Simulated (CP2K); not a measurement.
**A series of single points on Ga**

System: Ga (2 atoms in the cell).
Method: Kohn-Sham DFT of a periodic cell, PBE, GTH-PBE with UZH-TZVP basis, no spin polarisation (CP2K 2026.2).

The 6 runs differ only in the geometry, by an even scaling of the cell at fixed fractional positions. The structure derives from an entry of the Crystallography Open Database.

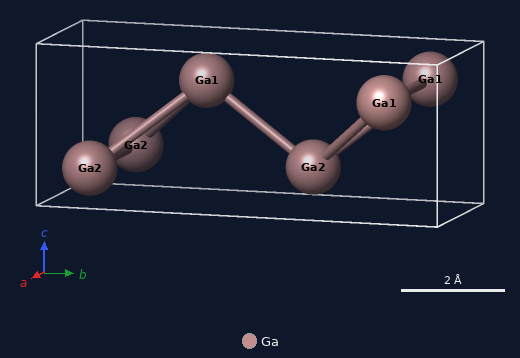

Figure 1. The structure of run 4 (ball-and-stick view of the cell 2 times as large as that of the calculation, set on its symmetry axes, seen slightly off an axis; atoms are numbered from 1 in the order of the input).

### Input of run 4
```
&GLOBAL
  PROJECT ga_eos
  RUN_TYPE ENERGY_FORCE
  PRINT_LEVEL LOW
&END GLOBAL
&FORCE_EVAL
  METHOD QS
  STRESS_TENSOR ANALYTICAL
  &DFT
    BASIS_SET_FILE_NAME BASIS_MOLOPT_UZH
    POTENTIAL_FILE_NAME POTENTIAL_UZH
    WFN_RESTART_FILE_NAME previous-RESTART.kp
    &MGRID
      CUTOFF 450
      REL_CUTOFF 60
      NGRIDS 5
    &END MGRID
    &QS
      METHOD GPW
      EPS_DEFAULT 1.0E-10
    &END QS
    &KPOINTS
      SCHEME MONKHORST-PACK 10 10 8
      GAMMA_CENTERED T
      SYMMETRY T
      SYMMETRY_BACKEND SPGLIB
    &END KPOINTS
    &SCF
      SCF_GUESS RESTART
      EPS_SCF 1.0E-6
      MAX_SCF 100
      ADDED_MOS 10
      CHOLESKY OFF
      EPS_EIGVAL 1.0E-7
      &DIAGONALIZATION ON
        ALGORITHM STANDARD
      &END DIAGONALIZATION
      &MIXING ON
        METHOD BROYDEN_MIXING
        ALPHA 0.4
        BETA 1.5
        NBUFFER 8
      &END MIXING
      &SMEAR ON
        METHOD FERMI_DIRAC
        ELECTRONIC_TEMPERATURE 580.23
      &END SMEAR
    &END SCF
    &XC
      &XC_FUNCTIONAL PBE
      &END XC_FUNCTIONAL
    &END XC
    &PRINT
      &KPOINTS ON
      &END KPOINTS
      &MULLIKEN ON
      &END MULLIKEN
      &MO ON
        ENERGIES T
        OCCUPATION_NUMBERS T
        &EACH
          QS_SCF 0
        &END EACH
        ADD_LAST NUMERIC
      &END MO
    &END PRINT
  &END DFT
  &SUBSYS
    &CELL
      A 4.3444517206 0.0000000000 0.0000000000
      B -3.3636878190 2.7495208690 0.0000000000
      C 0.0000000000 0.0000000000 3.1909939893
      PERIODIC XYZ
    &END CELL
    &COORD
      SCALED
      Ga  0.1330000000 0.8670000000 0.7500000000
      Ga  0.8670000000 0.1330000000 0.2500000000
    &END COORD
    &KIND Ga
      BASIS_SET TZVP-MOLOPT-PBE-GTH-q13
      POTENTIAL GTH-PBE-q13
    &END KIND
    &PRINT
      &ATOMIC_COORDINATES ON
      &END ATOMIC_COORDINATES
      &CELL ON
      &END CELL
    &END PRINT
  &END SUBSYS
  &PRINT
    &FORCES ON
    &END FORCES
    &STRESS_TENSOR ON
    &END STRESS_TENSOR
  &END PRINT
&END FORCE_EVAL
```

Command:
```bash
OMP_NUM_THREADS=1 cp2k.psmp -i ga_eos.inp -o ga_eos.out
```

Run 2 differs from it as follows:
```diff
-      A 4.3444517206 0.0000000000 0.0000000000
-      B -3.3636878190 2.7495208690 0.0000000000
-      C 0.0000000000 0.0000000000 3.1909939893
+      A 4.2575392699 0.0000000000 0.0000000000
+      B -3.2963959326 2.6945156319 0.0000000000
+      C 0.0000000000 0.0000000000 3.1271569103
```

### Results, with one run withheld

```tsv
run	volume per atom (Å³)	free energy per atom, from the lowest run given (meV)	pressure (GPa)
1	17.564	22.34	7.48
2	17.937	?	?
3	18.311	12.28	3.42
4	19.058	1.74	1.20
5	19.432	0.00	0.31
6	19.806	0.21	−0.47
```

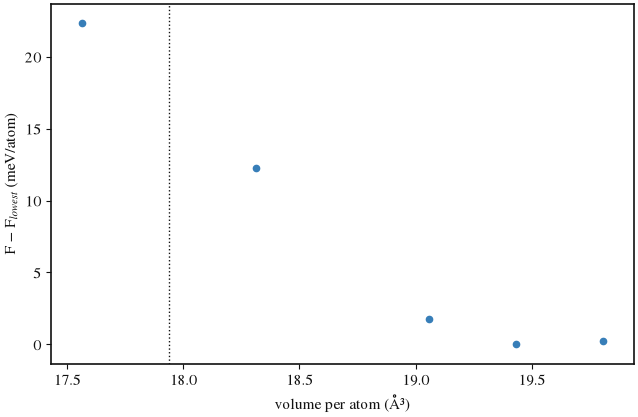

Figure 2. Free energy per atom of the runs given; the dotted line marks run 2.

What should run 2 give?

A cubic polynomial in V^(−2/3) (the Birch–Murnaghan form), fitted to the 5 runs given, misses them by at most 0.30 meV per atom. With x = V^(−2/3) − 0.14141 Å⁻², it reads F = 4.8611 + 2570.1 x + 2.0082e+05 x² − 2.8509e+07 x³ (meV per atom). At run 2 it gives 17.97 meV per atom, and the run itself gives 24.44. The slope of the fit gives a pressure −dF/dV of 2.29 GPa there, and the run prints 4.89 GPa. Energies and printed pressures part between runs 1 and 2: the energies differ there by 16.2 meV per atom from what the pressures give, and by at most 2.6 in the other intervals. A smooth fit can't follow such a step, as when the grid or the electronic state changes between two volumes. The fit has its minimum at 19.550 Å³ per atom, where V d²F/dV² gives 70.5 GPa. Cell shape and fractional positions are held, so this is the stiffness under even scaling; the relaxed bulk modulus wasn't computed.

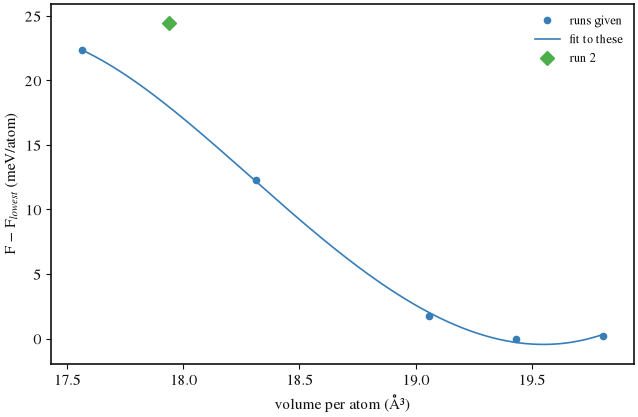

Figure 3. The fit and the withheld run.

### Some lines of the output (run 2)
```
[...]
 CELL| Volume [angstrom^3]:                                            35.874763
 CELL_REF| Volume [angstrom^3]:                                        35.874763
                        Smear method:                                FERMI_DIRAC
  Step     Update method      Time    Convergence         Total energy    Change
  Fermi energy:                                                 0.22917804381328
  Total energy:                                              -149.19069591465242
  Total energy (extrapolated to T->0):                       -149.19064418600490
 MO| E(Fermi):            0.229178 a.u.          6.236252 eV
 MO| Band gap:            0.021636 a.u.          0.588741 eV
 MO| Band gap:            0.000000 a.u.          0.000000 eV
 MO| Band gap:            0.164181 a.u.          4.467588 eV
 MO| Band gap:            0.249415 a.u.          6.786921 eV
 MO| Band gap:            0.254759 a.u.          6.932340 eV
```
